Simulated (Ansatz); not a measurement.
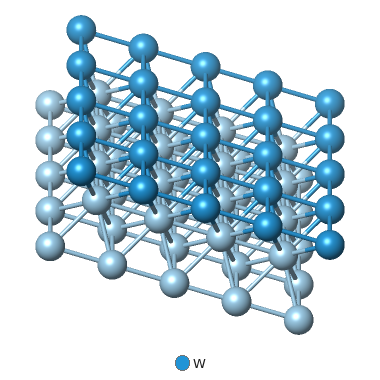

The system is Si on a W(100) slab cut from the Fm-3m phase, its upper half relaxed before the scan (12 atoms of substrate and one adsorbate in a 2 × 2 cell); the picture shows it without the atoms that are moved over the map. 
- Si is moved over the surface cell at a fixed height above a rigid substrate; the origin of the map has the adsorbate above W9; the height is held at 3.10 Å.
- Places are given modulo a cell vector. The map is drawn in real space over the plane of the surface.
- The grid has 6 × 6 points; 10 points were computed and 26 follow by symmetry.
- Places are given in fractions of the 1 × 1 surface cell.
- Energies are in meV, from the lowest grid point.
- The runs have no spin polarisation, so an open-shell adsorbate far from the surface lies too high. At a fixed height the lowest place need not be the adsorption site.
- Computed with DFT PBE+D3(BJ), scalar-relativistic, plane waves, PAW (Ansatz 0.2.0). Settings: cutoff 420 eV, k-mesh 5×5×1, gaussian smearing 0.1 eV, no spin polarisation.

Range: position of Si13 along the first surface vector from 0.000 to 0.833; position of Si13 along the second surface vector from 0.000 to 0.833.

> What landscape does the calculation give?

The lowest grid point is at the top site over a surface W atom, (0/6, 0/6) of the cell vectors. No other kind of well shows on this grid. The highest grid point, a fourfold hollow over a second-layer W atom, (3/6, 3/6) of the cell vectors, lies 154 meV above the lowest. On the interpolated surface the easiest way out of the lowest well to its copy in the next cell or period passes a barrier of about 98.2 meV. At the lowest point the adsorbate has 1 W at 3.10 Å as nearest neighbours, at the highest 4 W at 3.69 Å.

| second ↓, first → | 0/6 | 1/6 | 2/6 | 3/6 | 4/6 | 5/6 |
| --- | --- | --- | --- | --- | --- | --- |
| 5/6 | 23 | 45 | 89 | 112 | 89 | 45 |
| 4/6 | 72 | 89 | 123 | 140 | 123 | 89 |
| 3/6 | 98 | 112 | 140 | 154 | 140 | 112 |
| 2/6 | 72 | 89 | 123 | 140 | 123 | 89 |
| 1/6 | 23 | 45 | 89 | 112 | 89 | 45 |
| 0/6 | 0 | 23 | 72 | 98 | 72 | 23 |

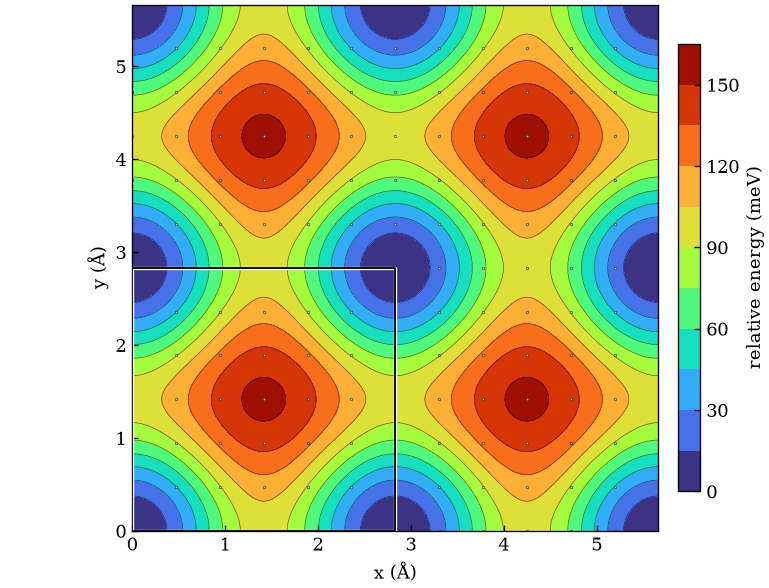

In the figure: filled contours, dots at the grid points, the outline of one cell of the 2 × 2 shown. Between grid points the surface is interpolated.

Time for the 10 points that were run: 11 min on 2 threads of Arm Neoverse N1, with other jobs on the host.

PAW datasets: the set soft_1.
